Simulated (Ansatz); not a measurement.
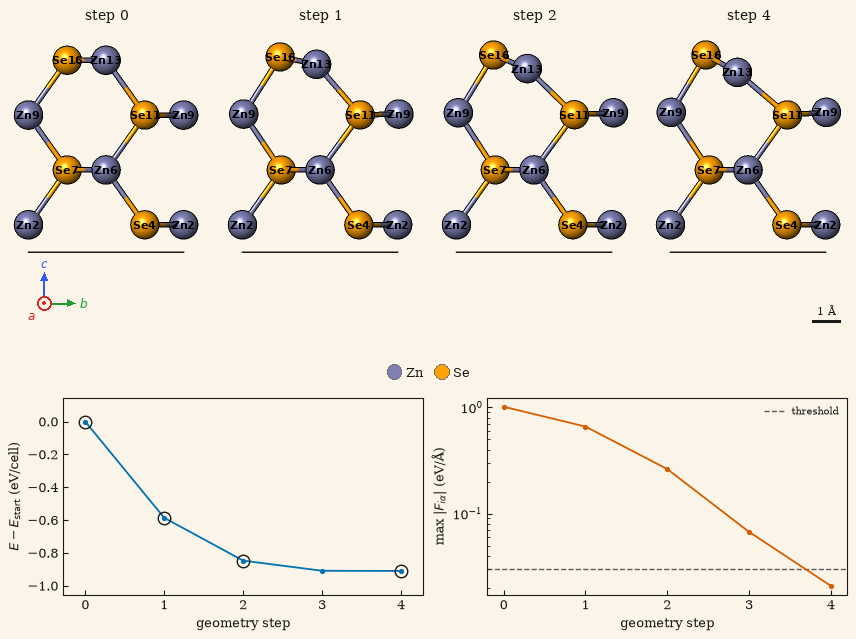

Frames of a constrained relaxation of a slab of composition ZnSe (cut from the F-43m phase), marked on the history of the run. Style: ball-and-stick. Shown: the cell of the calculation, outlined in the plane, without the vacuum (origin shifted), along the a axis.

Case: clean slab, lower planes held. The slab is the (1 1 0) face of ZnSe. 8 atoms are held fixed.

The calculation used Ansatz, DFT PBE+D3(BJ), scalar-relativistic, plane waves, PAW. Settings: plane-wave cutoff 420 eV; k-point mesh 2 × 3 × 1; occupations gaussian; smearing width 0.05 eV; no spin polarisation; dipole correction; atoms relaxed in a fixed cell; force threshold 0.03 eV/Å; at most 70 steps.

### What happens along the run?

The largest moves, 0.59 Å, are those of Zn atoms. By element the largest moves are Zn 0.59 Å, Se 0.23 Å. The lattice vectors keep their values. Near-neighbour distances that change, for instance: Se–Zn 2.449 → 2.516 Å, Se–Zn 2.449 → 2.394 Å, Se–Zn 2.449 → 2.466 Å, Se–Zn 2.449 → 2.443 Å. Bond angles that change, for instance: Zn–Se–Zn 109.5° → 91.2°, Zn–Se–Zn 109.5° → 94.9°, Se–Zn–Se 109.5° → 122.6°. Over 4 geometry steps the energy falls by 0.909 eV per cell of the calculation. Largest force component: 1 eV/Å at the start, 0.021 eV/Å at the end. The run took 3.2 min on 4 threads of Intel(R) Xeon(R) Processor @ 2.50GHz (Skylake/Cascade Lake), on a shared host, peak memory 2.2 GiB. From step 0 to 1: Zn atoms move most (0.19 Å), energy −0.586 eV per cell of the calculation. From step 1 to 2: Zn atoms move most (0.19 Å), energy −0.261 eV per cell of the calculation. From step 2 to 4: Zn atoms move most (0.20 Å), energy −62.8 meV per cell of the calculation.
